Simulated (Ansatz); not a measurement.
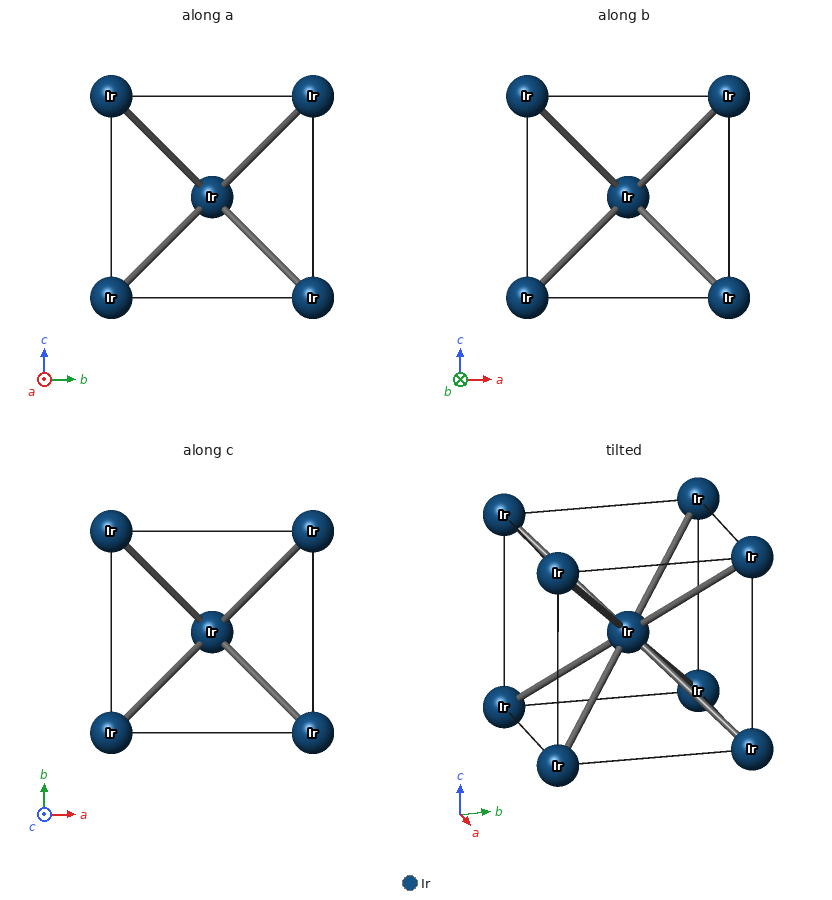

A ball-and-stick rendering, viewed along the a axis, along the b axis, along the c axis and slightly off an axis. The box is the conventional unit cell; atoms on or close to its faces, edges and corners are drawn wherever they repeat.

Lattice parameters: a = 3.111 Å, b = 3.111 Å, c = 3.111 Å, α = 90.00°, β = 90.00°, γ = 90.00°. Put a along x and b in the xy plane.

**From the views, write a POSCAR file.**

```
Ir
1.0
     3.111    0.000    0.000
     0.000    3.111    0.000
     0.000    0.000    3.111
Ir
2
Direct
  0.0000 0.0000 0.0000
  0.5000 0.5000 0.5000
```

The structure comes from a structure type filled with this element by a generator (whether the element takes this form wasn't checked). Earlier steps of the study may have refined or changed the cell and positions. It was the input of a calculation with Ansatz.

At this level of theory the cell isn't at rest (stretched, at -12 GPa), so its distances can differ from those at equilibrium, the more so the softer the solid.
